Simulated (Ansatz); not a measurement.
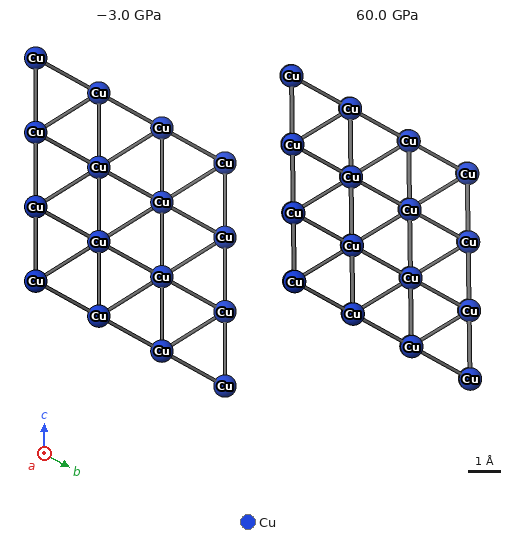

Crystalline Cu (set up in I4/mmm), relaxed (cell and atoms) at several target pressures. The picture shows the first and the last member. The picture is a ball-and-stick view of the cell of the calculation, repeated 1 × 3 × 3 with one cell outlined, seen along the a axis.

Computed with Ansatz 0.2.0: DFT r2SCAN, scalar-relativistic, plane waves, PAW. (plane-wave cutoff 500 eV; k-point mesh 20 × 20 × 20 at −3.0 to 15.0, 22 × 22 × 22 at 30.0 and 60.0 GPa; occupations gaussian; smearing width 0.1 eV; no spin polarisation; cell and atoms relaxed; force threshold 0.008 eV/Å)

```
pressure (GPa)  volume (Å³/atom)  a (Å)
          −3.0            11.709  2.480
           0.0            11.479  2.463
           3.0            11.276  2.448
           8.0                 ?      ?
          15.0            10.631  2.400
          30.0            10.043  2.355
          60.0             9.240  2.290
```

**One row is withheld. What does the calculation give there?**

Murnaghan's form V = V₀(1 + B′P/B₀)^(−1/B′), with V₀ = 11.479 Å³ from the row at zero pressure, fits the other rows with B₀ = 163 GPa and B′ = 4.52 (largest miss 0.007 Å³). At 8.0 GPa it gives 11.479 × (1 + 4.52 × 8.0/163)^(−1/4.52) = 10.981 Å³ per atom. The calculation gives 10.983 Å³/atom (a = 2.427 Å). The estimate is 0.002 Å³/atom too low. From the first member to the last: Cu–Cu 2.480 → 2.290 Å, Cu–Cu 2.750 → 2.594 Å.

The whole series:

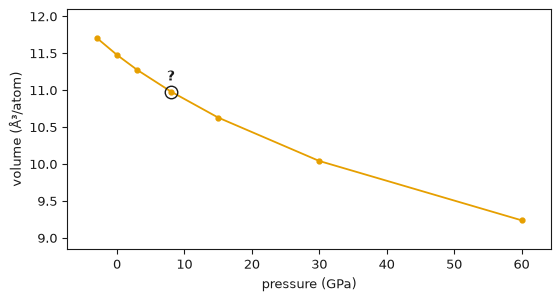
